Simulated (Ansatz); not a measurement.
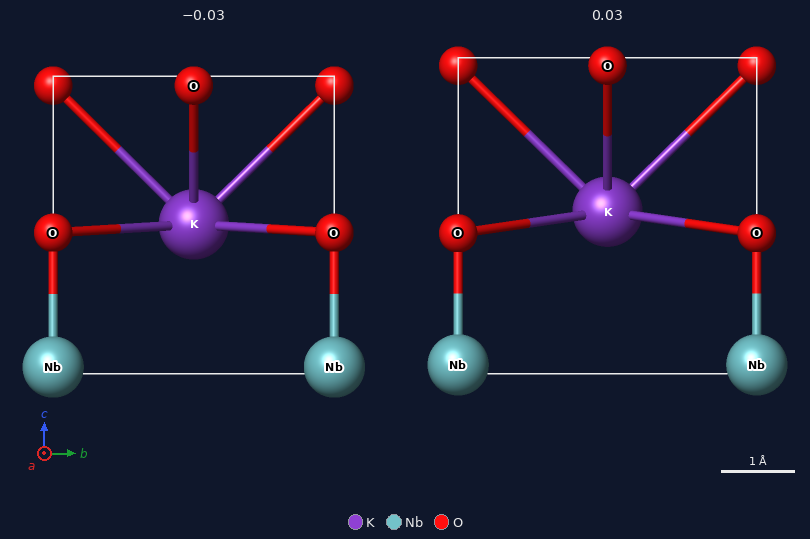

Crystalline KNbO3 (set up in P4mm), under equal strain along all axes (cell held, atoms relaxed), with energies (extrapolated to zero smearing) counted from the relaxed crystal, which is the row at zero. The picture shows the first and the last member. The picture is a ball-and-stick view of the cell of the calculation, seen along the a axis.

Computed with Ansatz 0.2.0: DFT PBE, scalar-relativistic, plane waves, PAW. (plane-wave cutoff 420 eV; k-point mesh 8 × 8 × 6; occupations gaussian; smearing width 0.02 eV; no spin polarisation; atoms relaxed in a fixed cell; force threshold 0.008 eV/Å)

```tsv
strain	energy (meV/atom)	a (Å)	c (Å)	band gap (eV)
−0.03	49.44	3.873	4.094	1.75
−0.02	?	?	?	?
−0.01	5.02	3.953	4.178	1.65
0.0	0.00	3.993	4.221	1.59
0.01	4.56	4.033	4.263	1.54
0.02	17.47	4.073	4.305	1.49
0.03	37.74	4.113	4.347	1.44
```

> One row is withheld. What does the calculation give there?

A parabola through three neighbouring rows (−0.03, −0.01, 0.0) gives, with Lagrange weights, (0.3333)(49.44) + (1.0000)(5.02) + (−0.3333)(0.00) = 21.50 meV/atom. The calculation gives 21.00 meV/atom (a = 3.913 Å, c = 4.136 Å). The estimate is 0.50 meV/atom too high. For the gap a parabola through the rows −0.03, −0.01, 0.0 gives 1.70 eV, and the calculation 1.70 eV (semilocal gaps, lower than measured ones as a rule). From the first member to the last: Nb–O 2.244 → 2.538 Å, K–Nb 3.371 → 3.593 Å, K–Nb 3.469 → 3.669 Å.

The whole series:

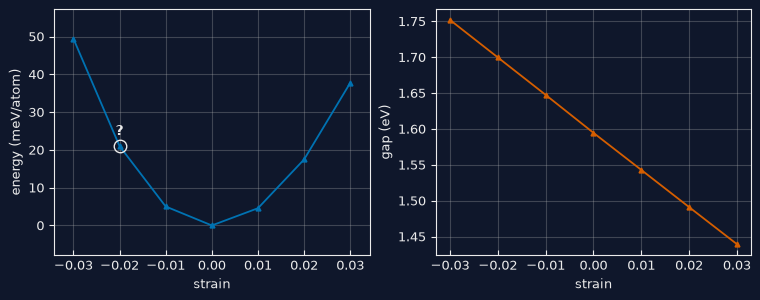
